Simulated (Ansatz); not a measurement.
## Two runs on C

System: C (slab, 20 atoms in the cell).
Method of the first run: DFT PBEsol, scalar-relativistic, plane waves, PAW, no spin polarisation (Ansatz 0.2.0).

The structure derives from an entry of the Crystallography Open Database. Text and figures count atoms from 1; the logs count them from 0 in places.

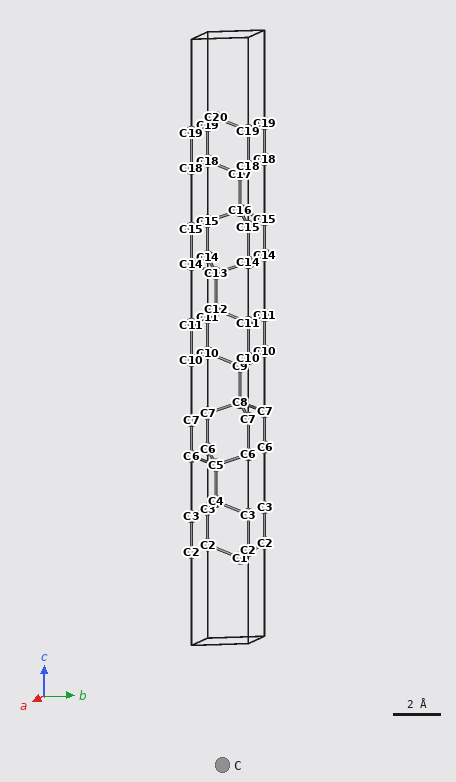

The structure (ball-and-stick view of the cell of the calculation, with the vacuum cut short, seen slightly off an axis; atoms are numbered from 1 in the order of the input). An atom can appear more than once, as a periodic image. Near neighbours in the periodic cell (some may lie outside the picture): C has 3 C at 1.54 Å; C has 4 C at 1.54 to 1.56 Å.

Input, the first run:
```yaml
crystal:
  lattice:
    - [2.5053676368, 0.0, 0.0]
    - [-1.2526838184, 2.1697120193, 0.0]
    - [0.0, 0.0, 34.1007856675]
  atoms:
    - { symbol: C, position: [0.3333333333, 0.6666666667, 0.2199362816] }
    - { symbol: C, position: [0.0, 0.0, 0.2351067616] }
    - { symbol: C, position: [0.0, 0.0, 0.2801628792] }
    - { symbol: C, position: [0.6666666667, 0.3333333333, 0.2953333591] }
    - { symbol: C, position: [0.6666666667, 0.3333333333, 0.3411188714] }
    - { symbol: C, position: [0.0, 0.0, 0.3562893514] }
    - { symbol: C, position: [0.0, 0.0, 0.401345469] }
    - { symbol: C, position: [0.3333333333, 0.6666666667, 0.416515949] }
    - { symbol: C, position: [0.3333333333, 0.6666666667, 0.4623014612] }
    - { symbol: C, position: [0.0, 0.0, 0.4774719412] }
    - { symbol: C, position: [0.0, 0.0, 0.5225280588] }
    - { symbol: C, position: [0.6666666667, 0.3333333333, 0.5376985388] }
    - { symbol: C, position: [0.6666666667, 0.3333333333, 0.583484051] }
    - { symbol: C, position: [0.0, 0.0, 0.598654531] }
    - { symbol: C, position: [0.0, 0.0, 0.6437106486] }
    - { symbol: C, position: [0.3333333333, 0.6666666667, 0.6588811286] }
    - { symbol: C, position: [0.3333333333, 0.6666666667, 0.7046666409] }
    - { symbol: C, position: [0.0, 0.0, 0.7198371208] }
    - { symbol: C, position: [0.0, 0.0, 0.7648932384] }
    - { symbol: C, position: [0.6666666667, 0.3333333333, 0.7800637184] }
basis:
  ecutwfc: 420
kpoints:
  mp_grid: { grid: [12, 12, 1] }
hamiltonian:
  xc: pbesol
scf:
  occupations: { method: gaussian, width: 0.05 }
  max_iter: 56
output:
  forces: true
  stress: true
  eigenvalues: true
efield:
  axis: 3
  dipole_correction: true
  ramp_width: 0.04
  amplitude: 0.6
```

Launched with:
```bash
ansatz run input.yaml --threads 2 --pin off --max-ram 5120MiB --backend cpu --events-out ev --progress --plain --runs-dir out
```

Hardware: 2 threads of Arm Neoverse V1, 24 GiB of memory available, shared host.

Output, shortened to warnings, some set-up lines, iterations and results (the first run):
```
Basis set: ecut = 420 eV, 3575 PW (Γ), exchange–correlation on 36×36×480 points (8 copies of the dense FFT grid, shifted against one another)
Symmetry: 6 space group operations
k-points: 19 of 144 (time reversal used)
Initial density: superposition of atomic densities (neutral atoms: chi_scale 0, normalization atom, screened)
[...]
SCF iter   1: F=—  HF=-4934.445096 eV  |F-HF|=—  |Δ(HF+E_count)|=         —  Δρ=1.17e-1  dr2=1.44e2  ethr=3.10e-3  p=0.460 e·Å  D=4.49e-1 V/Å  ΔV_dip=-15.32 eV  …
SCF iter   2: F=—  HF=-7040.531533 eV  |F-HF|=—  |Δ(HF+E_count)|=    2.11e3  Δρ=7.49e-1  dr2=1.75e5  ethr=3.10e-3  p=-2.754 e·Å  D=-2.69e0 V/Å  ΔV_dip=91.67 eV  …
SCF iter   3: F=—  HF=-4936.007922 eV  |F-HF|=—  |Δ(HF+E_count)|=    2.10e3  Δρ=1.14e-1  dr2=1.42e2  ethr=3.10e-3  p=0.326 e·Å  D=3.18e-1 V/Å  ΔV_dip=-10.85 eV  …
SCF iter   4: F=—  HF=-4932.269274 eV  |F-HF|=—  |Δ(HF+E_count)|=    3.74e0  Δρ=1.04e-1  dr2=1.35e2  ethr=3.10e-3  p=0.428 e·Å  D=4.18e-1 V/Å  ΔV_dip=-14.25 eV  …
SCF iter   5: F=—  HF=-4933.963732 eV  |F-HF|=—  |Δ(HF+E_count)|=    1.69e0  Δρ=1.07e-1  dr2=1.36e2  ethr=3.10e-3  p=0.363 e·Å  D=3.54e-1 V/Å  ΔV_dip=-12.09 eV  …
[... 25 lines ...]
SCF iter  31: F=—  HF=-4928.052365 eV  |F-HF|=—  |Δ(HF+E_count)|=   5.38e-8  Δρ=9.75e-6  dr2=5.35e-7  ethr=1.40e-9  p=0.386 e·Å  D=3.77e-1 V/Å  ΔV_dip=-12.84 eV  …
SCF iter  32: F=—  HF=-4928.052365 eV  |F-HF|=—  |Δ(HF+E_count)|=   4.08e-9  Δρ=6.05e-6  dr2=3.45e-7  ethr=6.69e-10  p=0.386 e·Å  D=3.77e-1 V/Å  ΔV_dip=-12.85 eV  …
SCF iter  33: F=—  HF=-4928.052365 eV  |F-HF|=—  |Δ(HF+E_count)|=   4.82e-8  Δρ=3.82e-6  dr2=1.03e-7  ethr=4.31e-10  p=0.386 e·Å  D=3.77e-1 V/Å  ΔV_dip=-12.85 eV  …
SCF iter  34: F=-4928.052365 eV  HF=-4928.052365 eV  |F-HF|=1.45e-7  |Δ(HF+E_count)|=   5.25e-9  Δρ=2.22e-6  dr2=9.00e-8  ethr=1.25e-10  p=0.386 e·Å  D=3.77e-1 V/Å  …
SCF 1 converged in 34 iterations: F = -4928.052365 eV  dr2 = 9.00e-8
SCF converged after 34 iterations
Free energy (F): -4928.052365 eV
Harris-Foulkes:  -4928.052365 eV  (|F-HF|=1.45e-7)
Internal energy: -4928.030626 eV  (E = F + TS)
E sigma→0 (E₀):  -4928.041495 eV
Entropy (-TS):   -0.021739 eV (-1.087 meV/atom)
Fermi energy:    6.448652 eV
Dipole field:    D = 0.377084 V/Å  (p = 0.386291 e·Å, saw-weighted, corrected)
Work function:   not extracted (applied field tilts the vacuum); planar V_es + V_field profile in the machine report
Levels:          The Fermi level and band energies are counted from a zero that moves with the ramp; work functions are not
--- Per-component energies (eV) ---
  E_band       = -264.937481
  E_kinetic    = 1834.638142
  E_local      = -95818.244285  (includes V_loc(G=0)·N_el)
  E_nonlocal   = 535.816553
  E_hartree    = 47259.245923
  E_xc         = -964.705148
  E_vxc        = -1200.936293  (∫ρ·V_xc dr)
  E_paw        = -1905.939828  (= ΣΔE_a)
  E_vpaw       = -134.673171  (= ΣTr[D̂ρ^β])
  E_aug_tail   = 0.000168  (compensation charges beyond the density's cutoff)
  E_efield     = -0.158943  (sawtooth field / dipole correction)
  E_vefield    = -0.086110  (∫n·V_field dr)
  E_ewald      = 44130.894782
  E_core_change = 0.422010  (= ΣΔE_core)
  E_smearing   = -0.021739  (= −TS)
  E_closure    = 0.000000  (closes the sum)
  Σ components = -4928.052365   (vs F -4928.052365, Δ=0.00e0)
--- Forces (eV/Å), atoms counted from 1 ---
  atom   1  C      0.00000000     0.00000000     4.11919271
  atom   2  C     -0.00000000    -0.00000000    -4.69132938
  atom   3  C      0.00000000     0.00000000     0.84640845
  atom   4  C      0.00000000    -0.00000000    -0.38478345
  atom   5  C      0.00000000    -0.00000000     0.16527788
  atom   6  C      0.00000000     0.00000000    -0.08147546
  atom   7  C      0.00000000    -0.00000000     0.03619528
  atom   8  C      0.00000000     0.00000000    -0.02042914
  atom   9  C      0.00000000     0.00000000     0.01285378
  atom  10  C      0.00000000    -0.00000000    -0.00901433
  atom  11  C      0.00000000     0.00000000     0.00886557
  atom  12  C      0.00000000    -0.00000000    -0.01246702
  atom  13  C      0.00000000    -0.00000000     0.01909285
  atom  14  C     -0.00000000     0.00000000    -0.03449445
  atom  15  C      0.00000000    -0.00000000     0.07517024
  atom  16  C      0.00000000     0.00000000    -0.15628500
  atom  17  C      0.00000000     0.00000000     0.36388315
  atom  18  C      0.00000000    -0.00000000    -0.80131306
  atom  19  C      0.00000000     0.00000000     4.89158405
  atom  20  C     -0.00000000    -0.00000000    -4.34704904
  max |Σ_I F_I| component: 1.16e-4 eV/Å
--- Stress (GPa, compression-positive) ---
        0.189096       0.000000       0.000000
[...]
```

For the second run the input was changed thus:
```diff
-  max_iter: 56
+  n_extra_bands: 30
-  amplitude: 0.6
```

What does this change do to the results?

The second run ends 5.8 meV per atom higher: the change has altered the solution reached or how tightly it is converged. The largest force goes from 4.892 to 4.798 eV/Å. The SCF takes 20 iterations against 34. On the same kind of shared host the second run took about 0.38 times as long.

Output, shortened to warnings, some set-up lines, iterations and results (the second run):
```
Basis set: ecut = 420 eV, 3575 PW (Γ), exchange–correlation on 36×36×480 points (8 copies of the dense FFT grid, shifted against one another)
Symmetry: 6 space group operations
k-points: 19 of 144 (time reversal used)
Initial density: superposition of atomic densities (neutral atoms: chi_scale 0, normalization atom), corrected by the library's trained network
[...]
SCF iter   1: F=—  HF=-4928.077834 eV  |F-HF|=—  |Δ(HF+E_count)|=         —  Δρ=1.46e-2  dr2=9.86e-1  ethr=1.77e-3  p=0.000 e·Å  D=2.31e-13 V/Å  ΔV_dip=-0.00 eV  …
SCF iter   2: F=—  HF=-4928.001878 eV  |F-HF|=—  |Δ(HF+E_count)|=   7.60e-2  Δρ=8.26e-3  dr2=4.24e-1  ethr=1.23e-3  p=-0.000 e·Å  D=-1.19e-5 V/Å  ΔV_dip=0.00 eV  …
SCF iter   3: F=—  HF=-4928.064470 eV  |F-HF|=—  |Δ(HF+E_count)|=   6.26e-2  Δρ=9.25e-3  dr2=1.15e0  ethr=5.30e-4  p=-0.000 e·Å  D=-1.86e-6 V/Å  ΔV_dip=0.00 eV  …
SCF iter   4: F=—  HF=-4927.959122 eV  |F-HF|=—  |Δ(HF+E_count)|=   1.05e-1  Δρ=5.37e-3  dr2=1.79e-1  ethr=5.30e-4  p=-0.000 e·Å  D=-7.94e-6 V/Å  ΔV_dip=0.00 eV  …
SCF iter   5: F=—  HF=-4927.957023 eV  |F-HF|=—  |Δ(HF+E_count)|=   2.10e-3  Δρ=4.31e-3  dr2=1.20e-1  ethr=2.23e-4  p=-0.000 e·Å  D=-8.73e-6 V/Å  ΔV_dip=0.00 eV  …
[... 11 lines ...]
SCF iter  17: F=—  HF=-4927.936627 eV  |F-HF|=—  |Δ(HF+E_count)|=   9.44e-7  Δρ=8.63e-6  dr2=2.35e-7  ethr=5.28e-10  p=0.000 e·Å  D=1.33e-7 V/Å  ΔV_dip=-0.00 eV  …
SCF iter  18: F=—  HF=-4927.936628 eV  |F-HF|=—  |Δ(HF+E_count)|=   3.14e-7  Δρ=6.30e-6  dr2=1.72e-7  ethr=2.94e-10  p=0.000 e·Å  D=1.20e-7 V/Å  ΔV_dip=-0.00 eV  …
SCF iter  19: F=—  HF=-4927.936628 eV  |F-HF|=—  |Δ(HF+E_count)|=   8.77e-8  Δρ=5.22e-6  dr2=1.26e-7  ethr=2.15e-10  p=0.000 e·Å  D=9.03e-8 V/Å  ΔV_dip=-0.00 eV  …
SCF iter  20: F=-4927.936628 eV  HF=-4927.936628 eV  |F-HF|=4.56e-9  |Δ(HF+E_count)|=   1.86e-8  Δρ=3.12e-6  dr2=4.77e-8  ethr=1.25e-10  p=0.000 e·Å  D=6.80e-8 V/Å  …
SCF 1 converged in 20 iterations: F = -4927.936628 eV  dr2 = 4.77e-8
SCF converged after 20 iterations
Free energy (F): -4927.936628 eV
Harris-Foulkes:  -4927.936628 eV  (|F-HF|=4.56e-9)
Internal energy: -4927.915065 eV  (E = F + TS)
E sigma→0 (E₀):  -4927.925846 eV
Entropy (-TS):   -0.021563 eV (-1.078 meV/atom)
Fermi energy:    6.460058 eV
Dipole field:    D = 0.000006 V/Å  (p = 0.000006 e·Å, saw-weighted, corrected)
Work function:   Φ+ = 5.6181 eV   Φ− = 5.6183 eV
Levels:          The Fermi level and band energies are counted from a zero that moves with the ramp; work functions are not
--- Per-component energies (eV) ---
  E_band       = -264.361099
  E_kinetic    = 1834.653693
  E_local      = -95818.927488  (includes V_loc(G=0)·N_el)
  E_nonlocal   = 535.820329
  E_hartree    = 47259.875734
  E_xc         = -964.714497
  E_vxc        = -1200.948281  (∫ρ·V_xc dr)
  E_paw        = -1905.939796  (= ΣΔE_a)
  E_vpaw       = -134.673054  (= ΣTr[D̂ρ^β])
  E_aug_tail   = 0.000168  (compensation charges beyond the density's cutoff)
  E_efield     = 0.000000  (sawtooth field / dipole correction)
  E_vefield    = 0.000000  (∫n·V_field dr)
  E_ewald      = 44130.894782
  E_core_change = 0.422010  (= ΣΔE_core)
  E_smearing   = -0.021563  (= −TS)
  E_closure    = -0.000000  (closes the sum)
  Σ components = -4927.936628   (vs F -4927.936628, Δ=0.00e0)
--- Forces (eV/Å), atoms counted from 1 ---
  atom   1  C      0.00000000     0.00000000     4.24528955
  atom   2  C     -0.00000000    -0.00000000    -4.79754377
  atom   3  C      0.00000000     0.00000000     0.82508328
  atom   4  C      0.00000000    -0.00000000    -0.37596908
  atom   5  C      0.00000000    -0.00000000     0.16096620
  atom   6  C      0.00000000     0.00000000    -0.07857865
  atom   7  C      0.00000000    -0.00000000     0.03531845
  atom   8  C      0.00000000     0.00000000    -0.01980450
  atom   9  C      0.00000000     0.00000000     0.01267584
  atom  10  C      0.00000000    -0.00000000    -0.00888131
  atom  11  C      0.00000000     0.00000000     0.00889702
  atom  12  C      0.00000000    -0.00000000    -0.01253074
  atom  13  C      0.00000000    -0.00000000     0.01966098
  atom  14  C      0.00000000     0.00000000    -0.03539568
  atom  15  C      0.00000000    -0.00000000     0.07863892
  atom  16  C      0.00000000     0.00000000    -0.16096551
  atom  17  C      0.00000000     0.00000000     0.37596811
  atom  18  C     -0.00000000    -0.00000000    -0.82508395
  atom  19  C      0.00000000     0.00000000     4.79754679
  atom  20  C     -0.00000000    -0.00000000    -4.24529156
  max |Σ_I F_I| component: 3.79e-7 eV/Å
--- Stress (GPa, compression-positive) ---
        0.099422       0.000000       0.000000
        0.000000       0.099422       0.000000
[...]
```

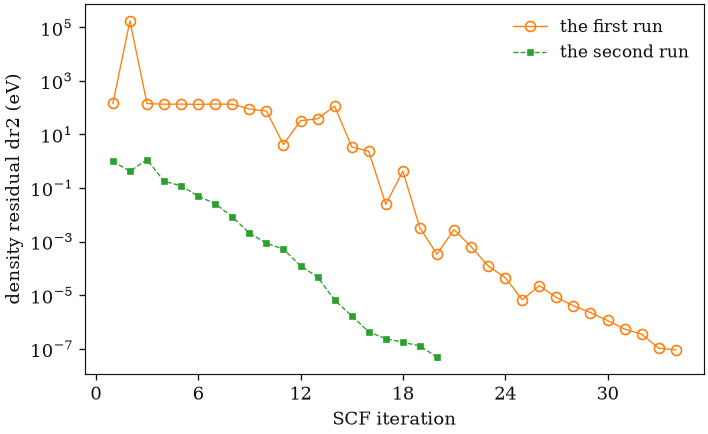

Convergence of the two runs: density residual dr2 against the SCF iteration. The first run takes 34 iterations in all, and the second run takes 20.

The two runs side by side:

```csv
quantity,the first run,the second run
outcome,converged,converged
free energy per atom (eV),−246.4026,−246.3968
"energy per atom, smearing taken to zero (eV)",−246.4021,−246.3963
gap on the mesh (eV),0.00,0.00
largest force (eV/Å),4.892,4.798
SCF iterations,34,20
irreducible k-points,19,19
plane waves at Γ,3575,3575
work function (eV),–,5.62
wall time (shared host),56 s,21 s
```
